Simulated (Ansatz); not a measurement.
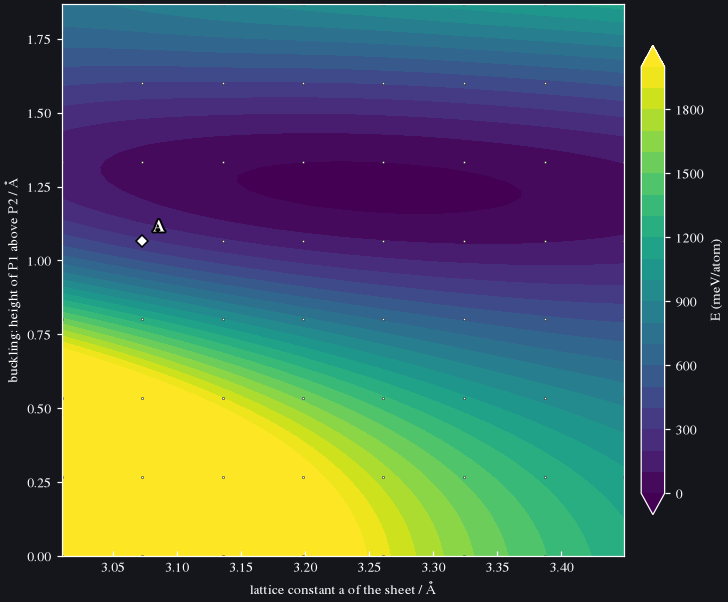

A two-dimensional sheet of P of the honeycomb type (2 atoms in the cell). The lattice constant and the buckling of a sheet are varied, nothing relaxed. The first coordinate is: lattice constant a of the sheet (both vectors scaled alike); the second: buckling: height of P1 above P2. Grid: 8 × 8 points. Points are written as (first, second). All energies are given in meV/atom relative to the lowest grid point. Method: DFT PBE+D3(BJ), scalar-relativistic, plane waves, PAW in Ansatz 0.2.0. Settings: cutoff 420 eV, k-mesh 9×9×1, gaussian smearing 0.02 eV, no spin polarisation.

The picture shows filled contours, dots at the grid points, one colour for all values above the top of the scale, the point A. Between grid points the surface is interpolated.

Question: Which way does the force act at A, and how strong is it?

Answer: A, at (3.073 Å, 1.067 Å), is not a stationary point. The computed force is 1900 meV/atom for each Å towards larger values of the first coordinate and 2400 meV/atom for each Å towards larger values of the second coordinate.
